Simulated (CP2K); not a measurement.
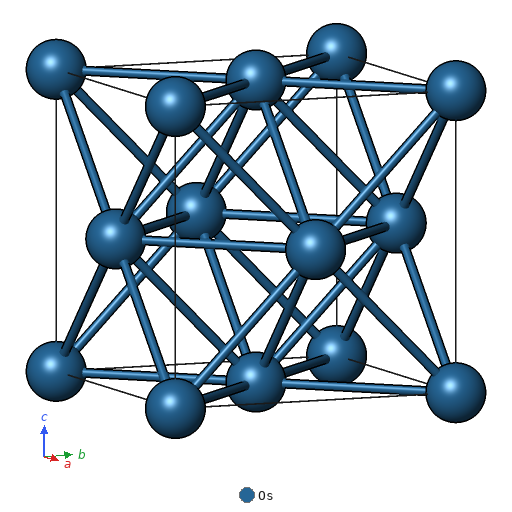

System: Os, space group Fm-3m (No. 225). The picture shows the conventional cell.

Structure:
```cif
data_structure
_symmetry_space_group_name_H-M 'P 1'
_symmetry_Int_Tables_number 1
_cell_length_a 2.7506
_cell_length_b 2.7506
_cell_length_c 2.7506
_cell_angle_alpha 60.000
_cell_angle_beta 60.000
_cell_angle_gamma 60.000
_cell_volume 14.72
loop_
_atom_site_label
_atom_site_type_symbol
_atom_site_fract_x
_atom_site_fract_y
_atom_site_fract_z
_atom_site_occupancy
Os1 Os 0.00000 0.00000 0.00000 1
```

How it was computed, with CP2K 2026.2: DFT in Gaussian orbitals with a plane-wave density, no spin polarisation; energies at scaled volumes of the given cell, shape and fractions fixed, counted from the fit's minimum, third-order Birch-Murnaghan fit. Level: PBE.

k mesh 12×12×12; occupations Fermi–Dirac; smearing width 0.05 eV; potentials GTH PBE with UZH TZVP basis; density cutoff 6123 eV; program settings ngrids 5, rel cutoff ry 60, cutoff ry 450, basis sets Os TZVP-MOLOPT-PBE-GTH-q16.

What does the calculation give for the energy and pressure against volume? The volume takes the values 13.83, 14.13, 14.42, 14.72, 15.01, 15.30, 15.60 Å³/atom.

A third-order Birch–Murnaghan fit gives V0 = 14.26 Å³/atom, B0 = 395 GPa and B′ = 4.8. The energy is 16 meV/atom at volume 13.83 Å³/atom and 131 meV/atom at 15.60 Å³/atom; the lowest computed point is at volume 14.13 Å³/atom (1 meV/atom). The pressure falls from 12.77 GPa at volume 13.83 Å³/atom to −28.57 GPa at 15.60 Å³/atom, and changes sign near 14.26 Å³/atom.

| volume (Å³/atom) | energy (meV/atom) | pressure (GPa) |
| --- | --- | --- |
| 13.83 | 16 | 12.77 |
| 14.13 | 1 | 3.66 |
| 14.42 | 2 | −4.43 |
| 14.72 | 17 | −11.60 |
| 15.01 | 44 | −17.96 |
| 15.30 | 83 | −23.59 |
| 15.60 | 131 | −28.57 |

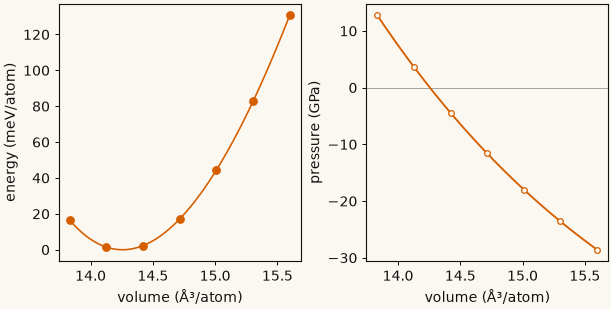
